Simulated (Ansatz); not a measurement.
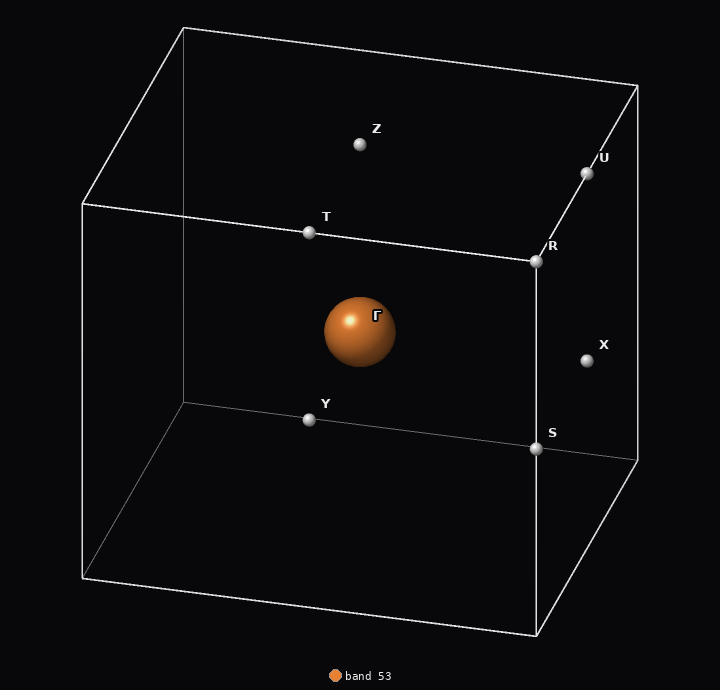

Constant-energy surfaces of SnO2 (Pbcn), 0.20 eV above the conduction-band minimum (one colour a band).

Method: Ansatz, DFT PBE, scalar-relativistic, plane waves, PAW; levels and slopes on a dense k mesh at the converged density. No spin polarisation. Mesh 18×16×16, interpolated with the band slopes. Unrelaxed database geometry (residual pressure 7 GPa). The cell comes from a database of computed structures, not from a measurement.

Masses come from a second pass at points close to the extrema; at the energies drawn a band may no longer be parabolic.

> Where are the valleys, how many are there, and what are their masses?

Band 53 forms the conduction edge. Within this energy: one minimum at Γ, mass 0.18 mₑ in all directions.

Spin-orbit coupling, left out here, can change the gap, its kind, the place of the band edges and the masses, since the compound holds Sn.
